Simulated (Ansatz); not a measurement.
LiNbO$_{3}$

```yaml
crystal:
  lattice:
    - [3.93317, 0.00000, 0.00000]
    - [0.00000, 3.93317, 0.00000]
    - [0.00000, 0.00000, 3.93317]
  atoms:
    - { symbol: Li, position: [0.00000, 0.00000, 0.00000] }
    - { symbol: Nb, position: [0.50000, 0.50000, 0.50000] }
    - { symbol: O, position: [0.50000, 0.50000, 0.00000] }
    - { symbol: O, position: [0.50000, 0.00000, 0.50000] }
    - { symbol: O, position: [0.00000, 0.50000, 0.50000] }
```

Space group Pm-3m; started from the cubic perovskite prototype, which need not be the ambient phase; computed pressure about −5 GPa in this cell.

Method: DFT, LDA, plane waves, PAW in Ansatz.

Core electrons are frozen (PAW), and the valence fields are smoothed inside the atomic spheres.

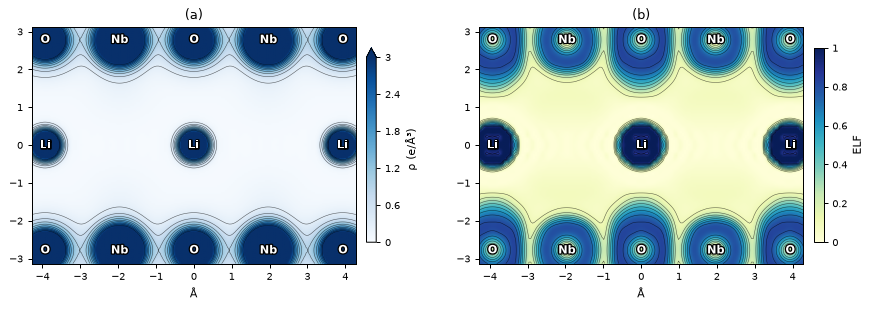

Figure 1. (a) valence pseudo-density; (b) electron localisation function on the (11̄0) plane of the conventional cell.

What do the fields say about this system?

Answer.
- Atoms in the plane: Li, Nb and O.
- Nb–O (1.97 Å): ρ is about 0.93 e/Å³ halfway; the ELF peaks at about 0.85 in the valence shell of O, 0.6 Å from its nucleus, and drops to about 0.25 between the two atoms: no shared electron pair shows on this line.
- Li–O (2.78 Å): the density is about 0.07 e/Å³ at the midpoint, with its minimum of 0.03 e/Å³ about 1.0 Å from Li; the ELF is about 0.20 at the midpoint and 0 at its lowest between the atoms: no shared electron pair shows on this line.
- Between the atoms the lowest density in this plane is 0.02 e/Å³.
- The features right at Li and Nb lie inside the PAW spheres, where the map follows smoothed inner orbitals and isn't to be read closely.

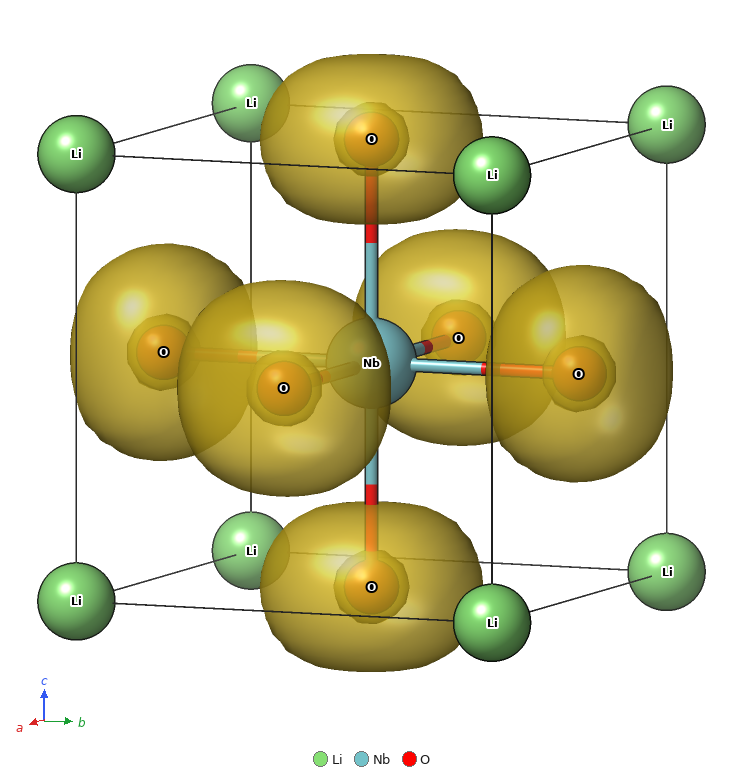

Figure 2. Isosurface of the electron localisation function at 0.65 (yellow), seen slightly off an axis. Core shells and regions of very low density are left out. Sticks mark near contacts.

Where are the electrons localised?

Answer. At this value the surface marks out three regions wrapped around O (the valence shell of each), counted in one cell of 5 atoms. Regions shared between cells count once.

Does the calculation give a band gap?

Answer. It is gapped, with a Kohn–Sham gap of 1.6 eV on the k-point mesh, an upper bound to the gap of this method.
